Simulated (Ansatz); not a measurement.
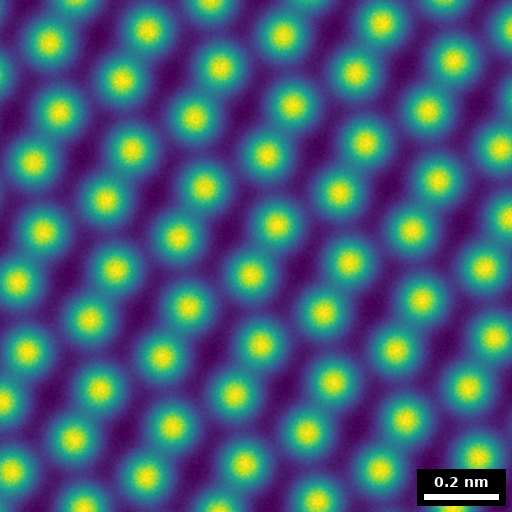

HAADF-like image of Ni (I4_1/amd, No. 141). The image is simulated as a sum over atoms of Z^1.6, blurred by a 1.05 Å probe (no channelling). The probe carries 25 % of its weight in a tail 2.5 times as wide. Shot noise was added. Model: the geometry relaxed with Ansatz, DFT r2SCAN, scalar-relativistic, plane waves, PAW; the starting structure was generated, so it need not be a known form of this composition.

```cif
data_structure
_symmetry_space_group_name_H-M 'P 1'
_symmetry_Int_Tables_number 1
_cell_length_a 4.3967
_cell_length_b 4.3967
_cell_length_c 2.3930
_cell_angle_alpha 90.000
_cell_angle_beta 90.000
_cell_angle_gamma 90.000
_cell_volume 46.26
loop_
_atom_site_label
_atom_site_type_symbol
_atom_site_fract_x
_atom_site_fract_y
_atom_site_fract_z
_atom_site_occupancy
Ni1 Ni 0.00000 0.00000 0.00000 1
Ni2 Ni 0.00000 0.50000 0.25000 1
Ni3 Ni 0.50000 0.50000 0.50000 1
Ni4 Ni 0.50000 0.00000 0.75000 1
```

Question: Along which zone axis is the crystal seen: [210], [101], [102] or [111]? (Directions equivalent by symmetry count as one.)

Answer: [111]. The projected cells are 1.55 × 1.55 Å, 101° for [210]; 2.10 × 2.20 Å, 90° for [101]; 1.62 × 2.34 Å, 110° for [102]; 2.23 × 3.30 Å, 110° for [111], and the image repeats as the [111] one does.
